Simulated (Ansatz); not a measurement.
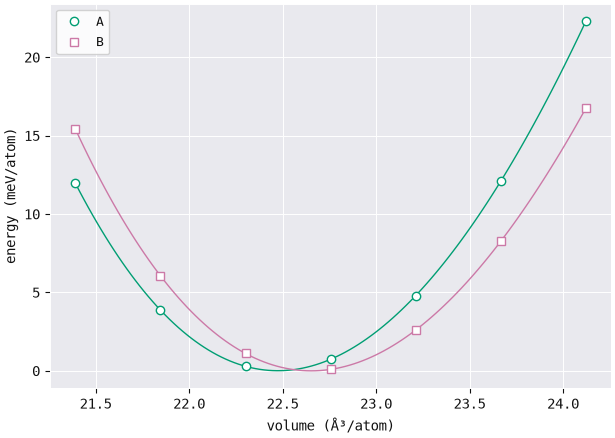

The figure compares two calculations of the energy against volume, each curve from its own zero. The first is for ZnSe, space group F-43m (No. 216).

The cell holds 2 atoms.

Method: plane-wave DFT, no spin polarisation; energies at scaled volumes of the given cell, shape and fractions fixed, counted from the fit's minimum, third-order Birch-Murnaghan fit (Ansatz 0.2.0). Level: r2SCAN with D4.

- k mesh: 8×8×8
- occupations: Fermi–Dirac
- smearing width: 0.05 eV
- potentials: Ansatz PAW
- wave cutoff: 500 eV
- density cutoff: 2000 eV

In the second, the level changes from r2SCAN with D4 to PBE with D4. The second calculation uses wave cutoff 420.0 eV.

Which of A and B is the second calculation, and what did the change do?

Answer. B. The equilibrium volume rises from 22.47 to 22.65 Å³/atom (+0.8 %) and the bulk modulus falls from 67.2 to 63.3 GPa (−5.8 %).

V0 and the bulk modulus come from third-order Birch–Murnaghan fits.
